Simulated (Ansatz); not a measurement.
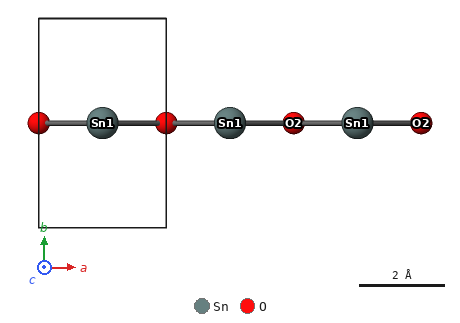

A crystal of SnO2 (a generated structure, set up in Pmmm), before the relaxation. The picture is a ball-and-stick view of the cell of the calculation, repeated 3 × 1 × 1 with one cell outlined, seen along the c axis.

The run lets cell and atoms move.

Level of theory: Kohn-Sham DFT of a periodic cell, PBE, Ansatz PAW in Ansatz.

The input:
```yaml
crystal:
  lattice:
    - [3.02327, 0.0, 0.0]
    - [0.0, 4.96468, 0.0]
    - [0.0, 0.0, 5.97696]
  atoms:
    - { symbol: Sn, position: [0.5, 0.5, 0.0] }
    - { symbol: O, position: [0.0, 0.5, 0.77572] }
    - { symbol: O, position: [0.0, 0.5, 0.22428] }
hamiltonian:
  xc: pbe
  pseudopotentials: { kind: paw }
kpoints:
  mp_grid: { grid: [9, 6, 5] }
scf:
  occupations: { method: fermi_dirac, width: 0.05 }
output:
  forces: true
  stress: true
  eigenvalues: true
relax:
  f_tol: 0.01
  max_steps: 40
  cell: { stress_tol: 0.05, p_target: 5.0 }
```

Command:
```bash
ansatz run input.yaml --threads 2 --pin off --max-ram 5632MiB --backend cpu --events-out ev --progress --plain --runs-dir out
```

Question: What does the optimiser find from here?

Answer: Over 13 accepted moves (16 points after the start) the energy rises by 0.351 eV per cell of the calculation. With the target pressure of 5 GPa, the enthalpy E + pV changes by −0.686 eV per cell of the calculation. Largest force component: 0.00054 eV/Å at the start, 0.0011 eV/Å at the end. The pressure goes from 0.47 to 4.99 GPa. The SCF was repeated 3 times at an unchanged geometry on a basis and grid sized afresh for the cell, which shifted the energy by 15.2 meV per cell of the calculation at most. The largest moves relative to the cell, 0.14 Å, are those of O2 and O3. O2 goes along −c. Sn stays in place. The volume changes by −37.0 %, with a 3.023 → 2.995 Å (−0.9 %), b 4.965 → 3.540 Å (−28.7 %), c 5.977 → 5.327 Å (−10.9 %). Near-neighbour distances that change, for instance: Sn1–O2 2.020 → 2.009 Å. The space group stays Pmmm (No. 47).

Step by step:

| step | E − E(0), meV/atom | largest force component, eV/Å | pressure, GPa | volume, Å³/atom | note |
| --- | --- | --- | --- | --- | --- |
| 0 | 0.00 | 0.0005 | 0.47 | 29.904 |  |
| 1 | 20.19 | 0.0999 | 2.74 | 26.614 |  |
| 2 | 29.67 | 0.2315 | 3.62 | 24.481 |  |
| 3 | 46.72 | 0.0226 | 3.73 | 22.716 |  |
| 4 | 62.54 | 0.0623 | 4.29 | 21.308 |  |
| 5 | 81.28 | 0.0045 | 4.44 | 20.045 |  |
| 6 | 113.66 | 0.0157 | 5.36 | 18.776 |  |
| 7 | 99.84 | 0.0014 | 4.95 | 19.237 |  |
| 8 | 101.90 | 0.0004 | 4.97 | 19.162 |  |
| 9 | 102.19 | 0.0000 | 5.00 | 19.151 |  |
| 10 | 107.26 | 0.0026 | 4.58 | 19.151 | same geometry, new basis |
| 11 | 116.23 | 0.0049 | 5.08 | 18.816 |  |
| 12 | 114.63 | 0.0044 | 5.01 | 18.873 |  |
| 13 | 115.47 | 0.0046 | 4.95 | 18.873 | same geometry, new basis |
| 14 | 116.81 | 0.0066 | 4.98 | 18.824 |  |
| 15 | 116.74 | 0.0011 | 4.99 | 18.827 |  |
| 16 | 116.89 | 0.0011 | 4.99 | 18.827 | same geometry, new basis |

The end point in the same view:

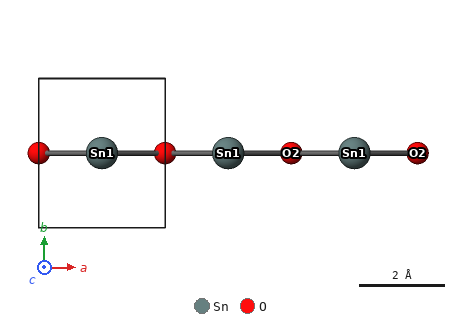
